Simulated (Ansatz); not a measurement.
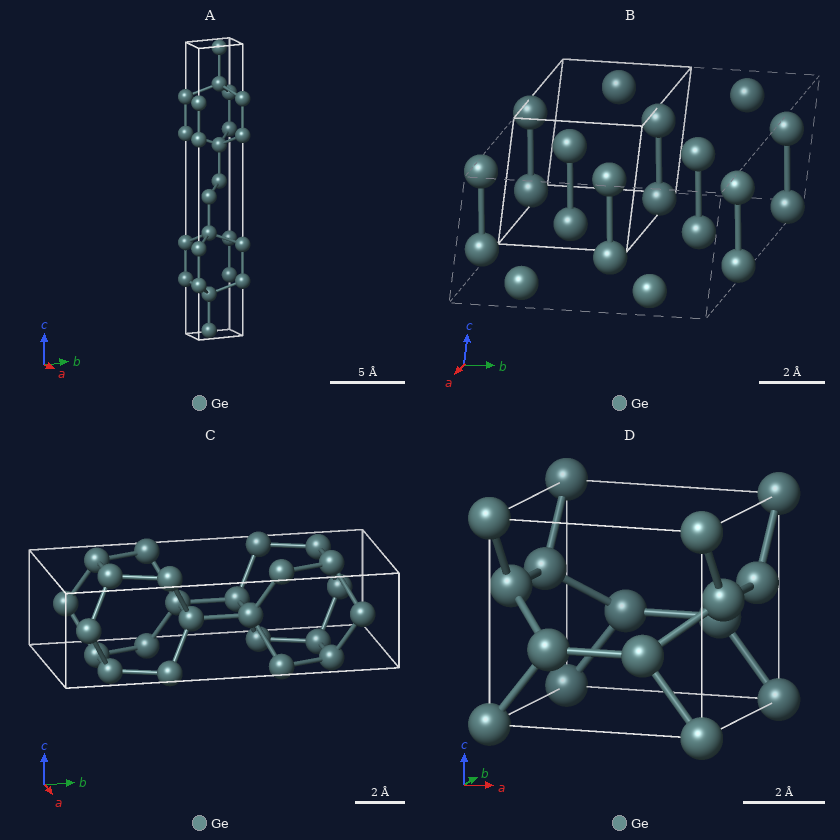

Four structures of Ge, each relaxed to rest (conventional cells in solid outline, small ones repeated, each panel with its own scale). Method: DFT PBE, scalar-relativistic, plane waves, PAW in Ansatz, without spin polarisation.

Question: Name the structure in each panel.

Answer: A: 12 atoms a cell on a primitive hexagonal lattice, P6_3/mmc; B: 4 atoms a cell on a base-centred monoclinic lattice, C2/m; C: 16 atoms a cell on a base-centred orthorhombic lattice, Cmmm; D: 5 atoms a cell on a primitive tetragonal lattice, P-4m2.

Question: Which of these is lowest in energy, and how far above it do the others lie?

Answer: A, then B (+20 meV/atom), C (+50 meV/atom) and D (+287 meV/atom), energies at zero smearing.

Question: Collect the results in a table.

Answer:
| panel | structure | E − E(lowest) (meV/atom) | volume (Å³/atom) | gap (eV) |
| --- | --- | --- | --- | --- |
| A | P6_3/mmc | 0 | 23.9 | metal |
| B | C2/m | 20 | 23.9 | metal |
| C | Cmmm | 50 | 24.5 | 0.00 |
| D | P-4m2 | 287 | 32.6 | 0.10 |

Some of these may be structure types tried for this composition rather than known phases, and the most stable form need not be among them. Gaps are taken on the k-mesh or band path of each run.
